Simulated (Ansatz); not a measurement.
**Si: density, localisation and related maps**

Input file:

```
crystal:
  lattice:
    - [0.0, -2.7804312639, -2.7804312639]
    - [0.0, 2.7804312639, -2.7804312639]
    - [5.5608625278, 0.0, 0.0]
  atoms:
    - { symbol: Si, position: [0.5039640536, 0.5145972412, 0.0] }
    - { symbol: Si, position: [-0.0039640536, -0.0145972412, 0.5] }
    - { symbol: Si, position: [1.0039640536, 0.4854027588, 0.25] }
    - { symbol: Si, position: [0.4960359464, 0.0145972412, 0.75] }
basis:
  ecutwfc: 420
kpoints:
  mp_grid: { grid: [8, 8, 6] }
hamiltonian:
  xc: pbe
  pseudopotentials: { kind: paw, azcp: { folder: soft_1 } }
scf:
  occupations: { method: gaussian, width: 0.05 }
output:
  forces: true
  stress: true
  eigenvalues: true
  write_density: true
  write_potential: true
  elf: true
  volumetric_format: npy
```

Command:

```sh
ansatz run input.yaml --threads 1 --pin off --max-ram 2048MiB --backend cpu --events-out ev --progress --plain --runs-dir out
```

Below, planes, directions and counts refer to the conventional cell (a = 3.93 Å, b = 3.93 Å, c = 5.56 Å, α = 90.00°, β = 90.00°, γ = 90.00°).

Space group P2₁2₁2₁; changed on purpose from its base cell (mode 4 frozen in at -0.059 Å, equal normal strain along x, y and z +0.0167); computed pressure about −4 GPa in this cell; PAW files of the earlier set (soft_1).

Theory: Ansatz 0.2.0, DFT PBE, scalar-relativistic, plane waves, PAW.

In a PAW calculation such maps are meaningful between the atoms, not at the nuclei.

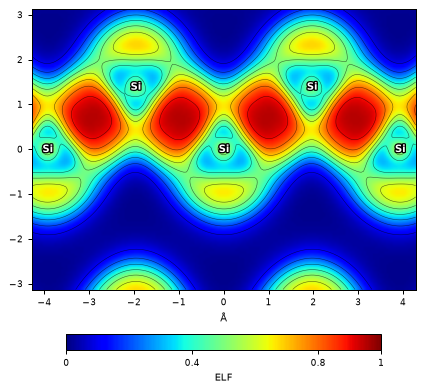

Figure 1. Electron localisation function on the (010) plane of the conventional cell.

What do the fields say about this system?

Answer. The plane passes through Si nuclei. Si–Si (2.41 Å): the ELF peaks at about 0.95 between the atoms: a shared electron pair.

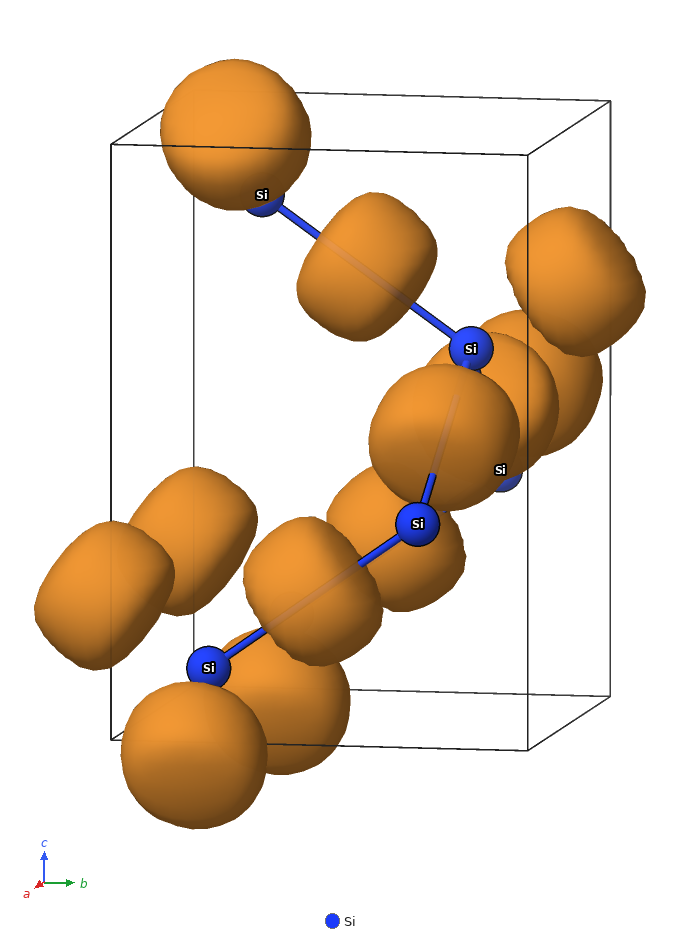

Figure 2. Isosurface of the electron localisation function at 0.8 (orange), seen slightly off an axis. Core shells and regions of very low density are left out. Sticks mark near contacts.

Describe the localisation domains.

Answer. The ELF exceeds this value in eight regions between bonded Si–Si atoms (shared pairs), counted in one cell of 4 atoms. Regions shared between cells count once.

Does the calculation give a band gap?

Answer. It is gapped, with a Kohn–Sham gap of 0.70 eV on the k-point mesh, an upper bound to the gap of this method.
